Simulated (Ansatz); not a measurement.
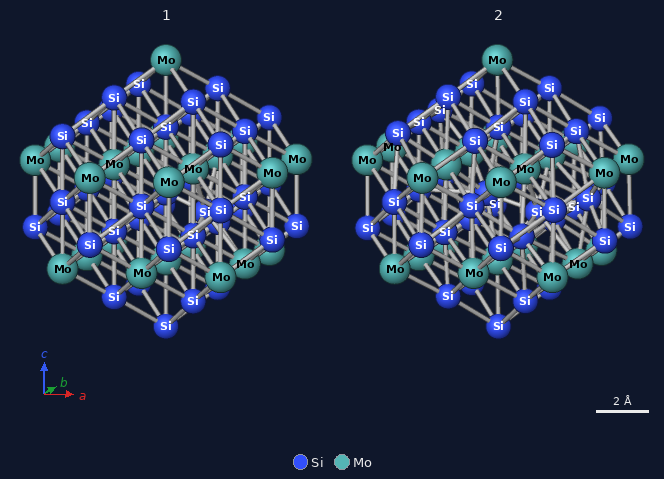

Two geometries of a defect cell of composition Si19Mo9, drawn at one scale. One is the start of a relaxation, the other its converged end. The picture is a ball-and-stick view of the atoms within 5.8 Å of the atom that moves most (axes of the conventional cell (2 times the calculation's cell) (origin shifted)), seen slightly off an axis. Lengths and directions refer to the drawn axes.

Method: DFT PBE, scalar-relativistic, plane waves, PAW (Ansatz). Set-up: plane-wave cutoff 420 eV; k-point mesh 4 × 4 × 4; occupations gaussian; smearing width 0.1 eV; no spin polarisation; atoms relaxed in a fixed cell; force threshold 0.025 eV/Å; at most 45 steps.

Which one is relaxed?

Structure 2 is the relaxed one. Case: Si interstitial, charge +0, atoms relaxed at the host's cell. After 6 geometry steps the energy has fallen by 13.140 eV per cell of the calculation. Largest force component: 18 eV/Å at the start, 0.0034 eV/Å at the end. The largest moves, 0.47 Å, are those of Si atoms. By element the largest moves are Si 0.47 Å, Mo 0.03 Å. The cell doesn't change. Near-neighbour distances that change, for instance: Si–Si 2.640 → 3.192 Å, Si–Si 3.217 → 2.751 Å, Si–Si 1.742 → 2.167 Å, Mo–Si 2.619 → 2.959 Å.

Limits of the set-up: the periodic images lie only 7.9 Å apart, so the values are limited by the cell's size.
